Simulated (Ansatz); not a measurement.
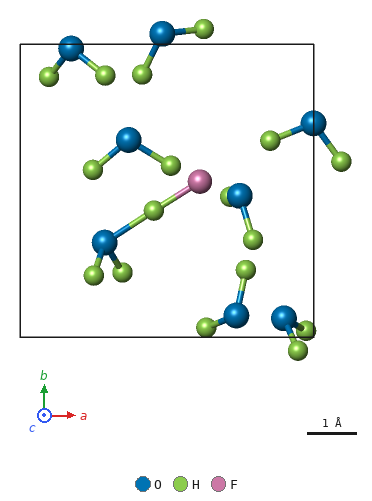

Starting frame of a dynamics run of a periodic cell with 8 H2O + 1 HF at 1.243 g/cm³. Style: ball-and-stick. Shown: the simulation cell, along the c axis.

The calculation used DFT PBEsol, scalar-relativistic, plane waves, PAW (Ansatz 0.2.0).

Input file:
```yaml
accuracy: low
crystal:
  lattice:
    - [6.029485, 0.0, 0.0]
    - [0.0, 6.029485, 0.0]
    - [0.0, 0.0, 6.029485]
  atoms:
    - { symbol: O, position: [0.73262105, 0.07065822, 0.93632258] }
    - { symbol: H, position: [0.76504983, 0.22586767, 0.90155799] }
    - { symbol: H, position: [0.6300803, 0.02910695, 0.81466184] }
    - { symbol: O, position: [0.74406893, 0.47877344, 0.28404695] }
    - { symbol: H, position: [0.71127152, 0.47574496, 0.12321147] }
    - { symbol: H, position: [0.7893616, 0.32873963, 0.3307514] }
    - { symbol: O, position: [0.28325773, 0.31926047, 0.80122219] }
    - { symbol: H, position: [0.24639641, 0.20683997, 0.92160967] }
    - { symbol: H, position: [0.3441076, 0.2172448, 0.67993849] }
    - { symbol: O, position: [0.16895457, 0.98127132, 0.06437245] }
    - { symbol: H, position: [0.28546918, 0.88907177, 0.13291797] }
    - { symbol: H, position: [0.09329226, 0.8844356, -0.04888272] }
    - { symbol: O, position: [0.36515072, 0.66931303, 0.35935949] }
    - { symbol: H, position: [0.50933303, 0.58154877, 0.34152401] }
    - { symbol: H, position: [0.24323738, 0.56729741, 0.32363899] }
    - { symbol: O, position: [0.89498996, 1.0609591, 0.41457858] }
    - { symbol: H, position: [0.97038247, 1.01852785, 0.27376853] }
    - { symbol: H, position: [0.94285912, 0.95058995, 0.52617075] }
    - { symbol: O, position: [0.47990172, 0.03144199, 0.56090089] }
    - { symbol: H, position: [0.62146373, 0.04779714, 0.47519799] }
    - { symbol: H, position: [0.41112315, -0.10744103, 0.50240046] }
    - { symbol: O, position: [0.99579858, 0.72595837, 0.7410786] }
    - { symbol: H, position: [0.84842078, 0.66681437, 0.78330101] }
    - { symbol: H, position: [1.09071941, 0.59525579, 0.71803067] }
    - { symbol: F, position: [0.60824122, 0.52718603, 0.87343615] }
    - { symbol: H, position: [0.45124466, 0.42846161, 0.84556251] }
basis:
  ecutwfc: 420.0
kpoints:
  mp_grid: { grid: [1, 1, 1] }
hamiltonian:
  xc: pbesol
scf:
  occupations: { method: fermi_dirac, width: 0.02 }
  lower_state_search: "off"
md:
  timestep: 0.75
  n_steps: 300
  ensemble: nvt_langevin
  temperature: 500.0
  initial_velocities: maxwell_boltzmann
  seed: 516023
  friction: 0.02
```

Command:
```bash
ansatz run input.yaml --threads 1 --pin off --max-ram 3072MiB --backend cpu --events-out ev --progress --plain --runs-dir out
```

Predict how the run goes.

Over the second half the temperature averages 420 K (spread ±52 K). The potential energy in the second half lies on average 57.8 meV per atom above the first frame. Root-mean-square distances from the starting positions over the second half, with the common drift of all atoms taken out: H 0.57 Å, O 0.46 Å, F 0.31 Å. The heavy atoms stay within a fraction of a molecule's size of their starting places; so short a run doesn't tell a liquid from a solid. Bond changes: one H–O bond forms at about 91 fs; one H–O bond breaks at about 133 fs.

Along the run (each row but the first and the last is the mean over the interval that it begins):

```json
{"time (fs)": "0.0", "potential energy (meV/atom)": "0.0", "T (K)": "481"}
{"time (fs)": "22.5", "potential energy (meV/atom)": "56.1", "T (K)": "398"}
{"time (fs)": "45.0", "potential energy (meV/atom)": "49.4", "T (K)": "437"}
{"time (fs)": "67.5", "potential energy (meV/atom)": "57.4", "T (K)": "425"}
{"time (fs)": "90.0", "potential energy (meV/atom)": "70.4", "T (K)": "415"}
{"time (fs)": "112.5", "potential energy (meV/atom)": "67.8", "T (K)": "456"}
{"time (fs)": "135.0", "potential energy (meV/atom)": "55.2", "T (K)": "478"}
{"time (fs)": "157.5", "potential energy (meV/atom)": "60.0", "T (K)": "387"}
{"time (fs)": "180.0", "potential energy (meV/atom)": "52.7", "T (K)": "390"}
{"time (fs)": "202.5", "potential energy (meV/atom)": "53.3", "T (K)": "392"}
{"time (fs)": "225.0", "potential energy (meV/atom)": "61.9", "T (K)": "406"}
```

The paths of the atoms:

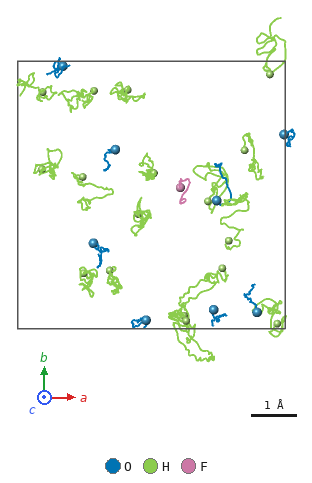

Limits of the set-up: the program's low-accuracy preset was used; the periodic images lie only 6.0 Å apart, so the values are limited by the cell's size.

Cost: 5.5 min on 1 thread of Intel(R) Xeon(R) Platinum 8488C (Sapphire Rapids) (shared host), peak memory 0.43 GiB.
